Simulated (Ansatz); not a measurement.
**Cu: geometry relaxation**

Cu (Fm-3m, 1 atom in the cell), computed with DFT r2SCAN, scalar-relativistic, plane waves, PAW, no spin polarisation (Ansatz 0.2.0).

The structure derives from a Materials Project entry. Figures and captions count atoms from 1; the log counts them from 0 in places.

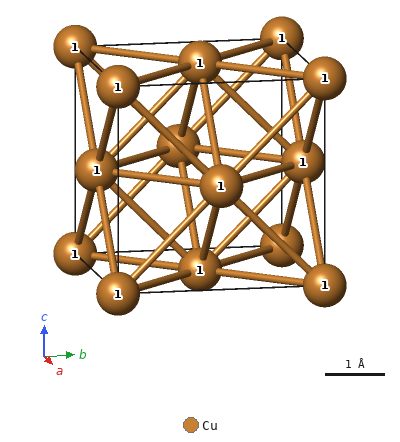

The structure as given in the input (ball-and-stick view of the cell 4 times as large as that of the calculation, set on its symmetry axes, seen slightly off an axis; atoms are numbered from 1 in the order of the input).

Input file:
```yaml
crystal:
  lattice:
    - [0.0, 1.78871534, 1.78871534]
    - [1.78871534, 0.0, 1.78871534]
    - [1.78871534, 1.78871534, 0.0]
  atoms:
    - { symbol: Cu, position: [0.0, 0.0, 0.0] }
basis:
  ecutwfc: 500
kpoints:
  mp_grid: { grid: [20, 20, 20] }
hamiltonian:
  xc: r2scan
scf:
  occupations: { method: gaussian, width: 0.1 }
output:
  forces: true
  stress: true
  eigenvalues: true
  write_density: true
  write_potential: true
  elf: true
  volumetric_format: npy
relax:
  adjacent_minimum: "off"
  f_tol: 0.005
  max_steps: 80
  cell: { stress_tol: 0.05 }
```

Hardware: 8 threads of AMD EPYC (Zen 3), 189 GiB of memory available, shared host.

Command:
```bash
ansatz run input.yaml --threads 8 --pin off --max-ram 20480MiB --backend cpu --events-out ev --progress --plain --runs-dir out
```

Log:
```
Engine: ansatz 0.2.0, x86_64-unknown-linux-gnu
Pseudopotentials: kind: paw
Pseudopotential: Cu, paw, valence charge 19, recommended cutoff 500 eV (meta_gga), Cu.paw.azcp
Functional definition: r2SCAN
  parameter k0 = 0.174
  parameter k1 = 0.065
  parameter a1 = 4.9479
  exchange = r2scan_x(k0 = k0, k1 = k1, a1 = a1)
  correlation = r2scan_c
Crystal: 1 atoms, lattice volume = 11.446 Å³
Basis set: ecut = 500 eV, 283 PW (Γ), exchange–correlation on 80×80×80 points (64 copies of the dense FFT grid, shifted against one another)
Bands: 14, of which v1, the nominal top of the filled ones, is band 10 counted from 1 (9 counted from 0)
Symmetry: 48 space group operations
Space group: Fm-3m (ITA 225), of the structure as read, at distance tolerance 2.3e-5 Å
k-points: 256 of 8000
Non-local potential: Cu, projectors of the file, l = 0: 3, l = 1: 2, l = 2: 3, l = 3: 1
PAW form: soft (Blöchl's): semilocal exchange-correlation on the pseudo side does not see the compensation charge
PAW frozen core: Cu, regenerated for the run's functional (the file was generated under x = pbe(κ = 0.804, μ = 0.2195149727645171), c = pbe(β = 0.06672455060314922))
PAW one-centre angular grid: Cu, 590 points (default); XC on 160 Gauss nodes
Initial density: superposition of atomic densities (neutral atoms: chi_scale 0, normalization atom), corrected by the library's trained network
Initial wavefunctions: pseudopotential atomic-orbital guess
Functional: x = r2scan, c = r2scan; τ floored in thin density (d = 2e-4 eV/Å³)
SCF iter   1: F=—  HF=-6631.258083 eV  |F-HF|=—  |Δ(HF+E_count)|=         —  Δρ=4.06e-2  dr2=1.03e-1  dr2_τ=7.57e-4  ethr=1.77e-3  ⟨swp⟩=5.1  Hψ=17846  notcnv=0
preconditioner: auto → none  [metal: Δε(μ)=0.083 eV  Ē_g=18.365 eV  σ=0.100 eV  W_gap=0.43  n_scr=0 (ndim 8)  ℏωp=36.4 eV  f_vac=0.000  D(μ)=0.22/eV (n_scr^D=0)]
SCF iter   2: F=—  HF=-6631.269284 eV  |F-HF|=—  |Δ(HF+E_count)|=   1.12e-2  Δρ=3.92e-2  dr2=9.44e-2  dr2_τ=1.10e-3  ethr=5.41e-4  ⟨swp⟩=2.7  Hψ=8293  notcnv=0  defer=104
SCF iter   3: F=—  HF=-6631.239524 eV  |F-HF|=—  |Δ(HF+E_count)|=   2.98e-2  Δρ=4.73e-3  dr2=1.47e-3  dr2_τ=9.78e-6  ethr=4.97e-4  ⟨swp⟩=2.1  Hψ=6070  notcnv=0  defer=104
SCF iter   4: F=—  HF=-6631.239447 eV  |F-HF|=—  |Δ(HF+E_count)|=   7.70e-5  Δρ=3.56e-4  dr2=1.26e-5  dr2_τ=6.13e-7  ethr=7.74e-6  ⟨swp⟩=1.3  Hψ=4359  notcnv=0  defer=104
SCF iter   5: F=—  HF=-6631.239449 eV  |F-HF|=—  |Δ(HF+E_count)|=   2.81e-6  Δρ=1.53e-4  dr2=1.36e-6  dr2_τ=2.54e-8  ethr=6.65e-8  ⟨swp⟩=2.3  Hψ=4757  notcnv=0  defer=104
SCF iter   6: F=—  HF=-6631.239452 eV  |F-HF|=—  |Δ(HF+E_count)|=   2.99e-6  Δρ=4.34e-5  dr2=1.37e-7  dr2_τ=1.23e-9  ethr=7.18e-9  ⟨swp⟩=2.0  Hψ=4914  notcnv=0  defer=104
SCF iter   7: F=-6631.239452 eV  HF=-6631.239452 eV  |F-HF|=8.09e-11  |Δ(HF+E_count)|=   2.27e-8  Δρ=1.30e-6  dr2=5.53e-11  dr2_τ=7.35e-12  ethr=5.26e-10  ⟨swp⟩=9.5  Hψ=22692  notcnv=0
SCF 1 converged in 7 iterations: F = -6631.239452 eV  dr2 = 5.53e-11
  greatest PAW one-centre occupation: 1.000 electrons in one spin orbital (limit 2), on the Cu atom at site 0 (counted from 0), in its partial waves of l = 0
relax step   1: F+E_penalty+E_count = -6631.23945243 eV  Δ(F+E_penalty+E_count) = +0.000e0 eV  max|allowed force component| = 0.000e0 eV/Å  Δτ_max = 0.0000 Å  P = -0.106 GPa  Ω = 11.446 Å³  (7 SCF iters, dr2 threshold 1.00e-7 eV, accepted)
Crystal: 1 atoms, lattice volume = 11.442 Å³
Initial density: handed on by an earlier stage of this run
Initial wavefunctions: those handed on with the density
iter 1 solved again at ethr=9.07e-9 eV; its pass at ethr=3.10e-3 eV (dr2=1.72e-6 eV) is discarded
SCF iter   1: F=—  HF=-6631.239455 eV  |F-HF|=—  |Δ(HF+E_count)|=         —  Δρ=1.55e-4  dr2=1.68e-6  dr2_τ=1.15e-6  ethr=9.07e-9  ⟨swp⟩=1.1  Hψ=20066  notcnv=0
preconditioner: auto → none  [metal: Δε(μ)=0.049 eV  Ē_g=18.142 eV  σ=0.100 eV  W_gap=0.26  n_scr=0 (ndim 8)  ℏωp=36.4 eV  f_vac=0.000  D(μ)=0.24/eV (n_scr^D=0)]
SCF iter   2: F=—  HF=-6631.239457 eV  |F-HF|=—  |Δ(HF+E_count)|=   2.19e-6  Δρ=2.09e-4  dr2=2.60e-6  dr2_τ=1.82e-8  ethr=8.83e-9  ⟨swp⟩=2.3  Hψ=5417  notcnv=0
SCF iter   3: F=-6631.239456 eV  HF=-6631.239456 eV  |F-HF|=2.01e-8  |Δ(HF+E_count)|=   7.20e-7  Δρ=1.78e-5  dr2=1.18e-8  dr2_τ=7.07e-11  ethr=1.47e-10  ⟨swp⟩=5.9  Hψ=19964  notcnv=0
SCF 2 converged in 3 iterations: F = -6631.239456 eV  dr2 = 1.18e-8
relax step   2: F+E_penalty+E_count = -6631.23945615 eV  Δ(F+E_penalty+E_count) = -3.715e-6 eV  max|allowed force component| = 0.000e0 eV/Å  Δτ_max = 0.0000 Å  P = -0.053 GPa  Ω = 11.442 Å³  energy of the carried Pulay correction = +1.919e-6 eV  (3 SCF iters, dr2 threshold 2.79e-8 eV, accepted)
Crystal: 1 atoms, lattice volume = 11.439 Å³
iter 1 solved again at ethr=8.05e-9 eV; its pass at ethr=3.10e-3 eV (dr2=1.53e-6 eV) is discarded
SCF iter   1: F=—  HF=-6631.239457 eV  |F-HF|=—  |Δ(HF+E_count)|=         —  Δρ=1.42e-4  dr2=1.49e-6  dr2_τ=1.19e-6  ethr=8.05e-9  ⟨swp⟩=1.2  Hψ=20192  notcnv=0
preconditioner: auto → none  [metal: Δε(μ)=0.049 eV  Ē_g=18.146 eV  σ=0.100 eV  W_gap=0.26  n_scr=0 (ndim 8)  ℏωp=36.4 eV  f_vac=0.000  D(μ)=0.24/eV (n_scr^D=0)]
SCF iter   2: F=—  HF=-6631.239459 eV  |F-HF|=—  |Δ(HF+E_count)|=   2.24e-6  Δρ=1.96e-4  dr2=2.23e-6  dr2_τ=1.56e-8  ethr=7.82e-9  ⟨swp⟩=2.1  Hψ=5180  notcnv=0
SCF iter   3: F=—  HF=-6631.239459 eV  |F-HF|=—  |Δ(HF+E_count)|=   6.11e-7  Δρ=2.17e-5  dr2=1.51e-8  dr2_τ=1.17e-10  ethr=7.82e-9  ⟨swp⟩=2.1  Hψ=4791  notcnv=0
SCF iter   4: F=-6631.239459 eV  HF=-6631.239459 eV  |F-HF|=2.59e-9  |Δ(HF+E_count)|=   3.69e-9  Δρ=4.17e-6  dr2=1.14e-9  dr2_τ=3.05e-11  ethr=3.74e-11  ⟨swp⟩=6.9  Hψ=18242  notcnv=0
SCF 3 converged in 4 iterations: F = -6631.239459 eV  dr2 = 1.14e-9
relax step   3: F+E_penalty+E_count = -6631.23945874 eV  Δ(F+E_penalty+E_count) = -2.592e-6 eV  max|allowed force component| = 0.000e0 eV/Å  Δτ_max = 0.0000 Å  P = -0.001 GPa  Ω = 11.439 Å³  energy of the carried Pulay correction = +3.871e-6 eV  (4 SCF iters, dr2 threshold 7.10e-9 eV, accepted)
Initial wavefunctions: pseudopotential atomic-orbital guess (no wavefunctions were taken with the density)
iter 1 solved again at ethr=6.68e-11 eV; its pass at ethr=3.10e-3 eV (dr2=1.27e-8 eV) is discarded
SCF iter   1: F=—  HF=-6631.239454 eV  |F-HF|=—  |Δ(HF+E_count)|=         —  Δρ=4.48e-6  dr2=1.37e-9  dr2_τ=1.33e-10  ethr=6.68e-11  ⟨swp⟩=4.1  Hψ=31272  notcnv=0
preconditioner: auto → none  [metal: Δε(μ)=0.049 eV  Ē_g=18.147 eV  σ=0.100 eV  W_gap=0.26  n_scr=0 (ndim 8)  ℏωp=36.4 eV  f_vac=0.000  D(μ)=0.24/eV (n_scr^D=0)]
SCF iter   2: F=—  HF=-6631.239454 eV  |F-HF|=—  |Δ(HF+E_count)|=   2.34e-9  Δρ=6.26e-6  dr2=1.52e-9  dr2_τ=2.24e-11  ethr=7.23e-12  ⟨swp⟩=2.1  Hψ=5126  notcnv=0
SCF iter   3: F=—  HF=-6631.239454 eV  |F-HF|=—  |Δ(HF+E_count)|=  7.22e-10  Δρ=1.67e-6  dr2=2.47e-10  dr2_τ=3.91e-12  ethr=7.23e-12  ⟨swp⟩=2.0  Hψ=4963  notcnv=0
SCF iter   4: F=—  HF=-6631.239454 eV  |F-HF|=—  |Δ(HF+E_count)|=  4.26e-10  Δρ=1.84e-6  dr2=1.50e-10  dr2_τ=4.06e-12  ethr=1.30e-12  ⟨swp⟩=2.0  Hψ=5836  notcnv=0
SCF iter   5: F=—  HF=-6631.239454 eV  |F-HF|=—  |Δ(HF+E_count)|=  2.91e-11  Δρ=9.14e-7  dr2=3.59e-11  dr2_τ=5.61e-13  ethr=1.00e-12  ⟨swp⟩=1.3  Hψ=4019  notcnv=0
SCF iter   6: F=-6631.239454 eV  HF=-6631.239454 eV  |F-HF|=5.46e-12  |Δ(HF+E_count)|=  1.46e-11  Δρ=3.20e-7  dr2=4.88e-12  dr2_τ=4.93e-14  ethr=1.00e-12  ⟨swp⟩=4.0  Hψ=14360  notcnv=0
SCF 4 converged in 6 iterations: F = -6631.239454 eV  dr2 = 4.88e-12
relax step   4: F+E_penalty+E_count = -6631.23945377 eV  Δ(F+E_penalty+E_count) = +4.971e-6 eV  max|allowed force component| = 0.000e0 eV/Å  Δτ_max = 0.0000 Å  P = -0.001 GPa  Ω = 11.439 Å³  stress off target by 8.45e-4 GPa  SCF on the basis re-selected at this cell (its energy is not comparable with the rows above)  (6 SCF iters)
```

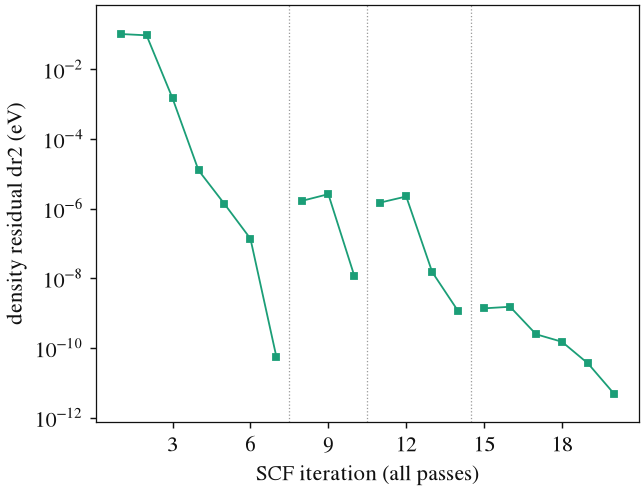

Convergence of the self-consistent field: density residual dr2 against the SCF iteration. The dotted lines part the SCF passes of the relaxation: geometry steps, rejected trials and re-solves on a re-selected basis. The passes take 7, 3, 4 and 6 iterations.

```
basis re-selected at this cell: Δ(F+E_penalty+E_count) = +4.971e-6 eV, ΔP = -0.000 GPa vs the last step (what re-selecting the basis moved, of the pressure what is left beyond the Pulay correction that the steps carried, after the strain that the cell walked since its last selection, with what the two solves' SCF thresholds leave and, on support functions, any second-order correction that the steps lacked; it is no measure of the basis error at this ecutwfc). This SCF's stress stands 8.45e-4 GPa from its target on what of the cell is left free (relax.cell.stress_tol is 5.00e-2 GPa) and its largest allowed force component is 0.00e0 eV/Å (relax.f_tol is 5.00e-3 eV/Å): within both
SCF converged after 6 iterations
Free energy (F): -6631.239454 eV
Harris-Foulkes:  -6631.239454 eV  (|F-HF|=5.46e-12)
Internal energy: -6631.238241 eV  (E = F + TS)
E sigma→0 (E₀):  -6631.238848 eV
Entropy (-TS):   -0.001213 eV (-1.213 meV/atom)
Fermi energy:    17.228810 eV
--- Per-component energies (eV) ---
  E_band       = -374.720700
  E_kinetic    = 300.030473
  E_local      = -4001.863373  (includes V_loc(G=0)·N_el)
  E_nonlocal   = 395.367037
  E_hartree    = 1769.367289
  E_xc         = -83.935844
  E_vxc        = -124.878873  (∫ρ·V_xc dr)
  E_paw        = -1678.114925  (= ΣΔE_a)
  E_vpaw       = -491.102371  (= ΣTr[D̂ρ^β])
  E_aug_tail   = 0.000154  (compensation charges beyond the density's cutoff)
  E_vtau       = 8.991861  (kinetic-family band-sum trace: ∫τ·v_τ [+ j·A + Jᵃ·Aᵃ] dr)
  E_ewald      = -3331.787945
  E_core_change = -0.301108  (= ΣΔE_core)
  E_smearing   = -0.001213  (= −TS)
  E_closure    = 0.000000  (closes the sum)
  Σ components = -6631.239454   (vs F -6631.239454, Δ=0.00e0)
--- Forces (eV/Å), atoms counted from 1 ---
  atom   1  Cu    -0.00000000     0.00000000    -0.00000000
  max |Σ_I F_I| component: 7.40e-32 eV/Å
--- Stress (GPa, compression-positive) ---
       -0.000845       0.000000       0.000000
        0.000000      -0.000845      -0.000000
        0.000000      -0.000000      -0.000845
  P = ⅓ Tr σ = -0.0008 GPa (-0.008 kbar)
--- Band table (eV; the first three rows and the last of 256) ---
  k-point 0: bands = ["-99.2614", "-55.0147", "-55.0147", "-55.0147", "7.2715", "14.0465", "14.0465", "14.0465", "14.9104", "14.9104", "40.9070", "44.0025", "44.0025", "44.0025"]
  k-point 1: bands = ["-99.2610", "-55.0178", "-55.0151", "-55.0151", "7.3688", "14.0248", "14.0653", "14.0653", "14.9028", "14.9028", "40.4319", "42.6565", "43.6715", "43.6715"]
  k-point 2: bands = ["-99.2598", "-55.0267", "-55.0165", "-55.0165", "7.6579", "13.9646", "14.1155", "14.1155", "14.8858", "14.8858", "38.4361", "41.8411", "43.0398", "43.0398"]
  k-point 255: bands = ["-99.2398", "-55.0977", "-55.0977", "-55.0628", "12.7910", "13.4722", "13.4722", "14.8644", "15.6995", "23.8243", "23.8243", "25.9830", "26.8865", "47.0513"]
--- Relaxed structure (3 steps of the walk, 3 accepted, 1 SCFs on fresh bases) ---
  F+E_penalty+E_count = -6631.23945377 eV   max|allowed force component| = 0.000e0 eV/Å   (the final SCF, on the basis selected at the relaxed cell)
  cell:  # Å, volume = 11.4386 Å³
    - [3.333885998085982e-36, 1.7883311164428737, 1.7883311164428737]
    - [1.7883311164428737, 8.658151696521805e-36, 1.7883311164428737]
    - [1.7883311164428737, 1.7883311164428737, 5.657654298244419e-35]
  atoms:
    - { symbol: Cu, position: [0.0, 0.0, 0.0] }
```

Trajectory as extended XYZ (Å, eV, eV/Å), 4 frames, from step=1 to step=4:
```
1
Lattice="0.0000 1.7887 1.7887 1.7887 0.0000 1.7887 1.7887 1.7887 0.0000" Properties=species:S:1:pos:R:3:forces:R:3 step=1 energy=-6631.23945 pressure_GPa=-0.11
Cu    0.0000    0.0000    0.0000    0.0000   0.0000   0.0000
1
Lattice="0.0000 1.7885 1.7885 1.7885 0.0000 1.7885 1.7885 1.7885 0.0000" Properties=species:S:1:pos:R:3:forces:R:3 step=2 energy=-6631.23946 pressure_GPa=-0.05
Cu    0.0000    0.0000    0.0000    0.0000   0.0000   0.0000
1
Lattice="0.0000 1.7883 1.7883 1.7883 0.0000 1.7883 1.7883 1.7883 0.0000" Properties=species:S:1:pos:R:3:forces:R:3 step=3 energy=-6631.23946 pressure_GPa=-0.00
Cu    0.0000    0.0000    0.0000    0.0000   0.0000   0.0000
1
Lattice="0.0000 1.7883 1.7883 1.7883 0.0000 1.7883 1.7883 1.7883 0.0000" Properties=species:S:1:pos:R:3:forces:R:3 step=4 energy=-6631.23945 pressure_GPa=-0.00
Cu    0.0000    0.0000    0.0000    0.0000   0.0000   0.0000
```

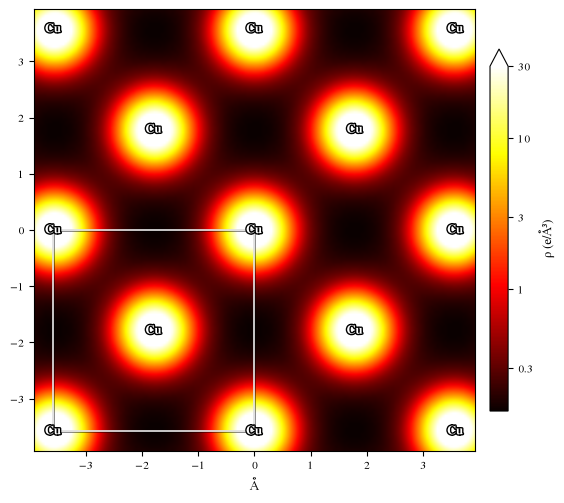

Valence electron density on the (010) plane of the conventional cell. The section cuts through Cu sites. Cu–Cu (2.53 Å): ρ at the midpoint is about 0.28 e/Å³. Away from the nuclei the density in this plane falls to 0.16 e/Å³ at its lowest. The fields are those of the smooth PAW valence density.

Results in brief:

| quantity | value |
| --- | --- |
| outcome | converged |
| space group (tolerance 0.01 Å) | Fm-3m (225) |
| electrons treated | 19 |
| free energy | −6631.2395 eV |
| Fermi energy | 17.229 eV |
| gap on the k-point mesh | none (metallic) |
| pressure | 0.00 GPa |
| final volume | 11.44 Å³ |
| largest force (length of the vector) at the end | under 0.001 eV/Å |
| final cell | a = 2.529 Å, b = 2.529 Å, c = 2.529 Å, α = 60.00°, β = 60.00°, γ = 60.00° |
| wall time | 21 s (CPU time 53 s) |
| peak memory | 0.44 GiB |
